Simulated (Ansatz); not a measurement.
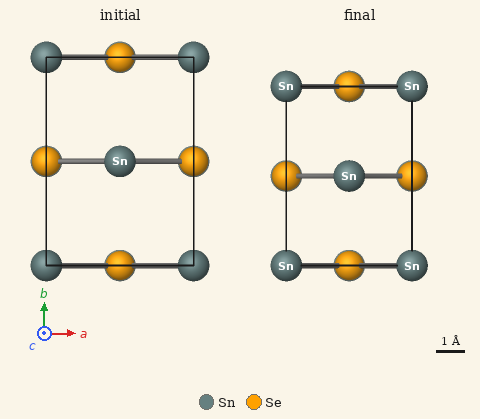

The structure of solid SnSe2 (a generated structure, set up in Fmm2) (coarse preliminary run) before (left) and after (right) a relaxation, at one scale.

Style: ball-and-stick. Shown: the conventional cell (4 times the calculation's cell), along the c axis. Lengths and directions refer to the drawn axes.

Computed with DFT PBE, scalar-relativistic, plane waves, PAW (Ansatz). Settings: plane-wave cutoff 420 eV; k-point mesh 4 × 4 × 4; occupations gaussian; smearing width 0.1 eV; no spin polarisation; cell and atoms relaxed; force threshold 0.04 eV/Å; at most 70 steps.

### What changed between the two?

The largest move relative to the cell is that of a Se atom, 0.43 Å along −c. By element the largest moves are Se 0.43 Å, Sn 0.39 Å. Cell: a 5.421 → 4.627 Å (−14.6 %), b 7.668 → 6.595 Å (−14.0 %), c 9.311 → 10.009 Å (+7.5 %). Volume −21.1 %. Some distances before and after: Se–Sn 2.209 → 3.200 Å, Se–Sn 3.651 → 2.934 Å, Se–Se 2.843 → 2.703 Å, Se–Sn 3.305 → 3.201 Å. Bond angles that change, for instance: Se–Se–Se 144.8° → 117.8°, Sn–Se–Sn 127.0° → 104.1°, Se–Sn–Se 127.0° → 104.1°. The space group (tolerance 0.01 Å) goes from Fmm2 (No. 42) to Fmmm (No. 69). After 8 accepted moves (10 points after the start) the energy has fallen by 523 meV per atom. The largest force component goes from 5.5 to 0.0025 eV/Å. The pressure goes from 7.22 to −0.02 GPa. The line search rejected the trial step at point 6 of the run. At 1 point the geometry stayed and the basis and grid were re-selected for the new cell (energy shift of 0.3 meV per atom at most each time).
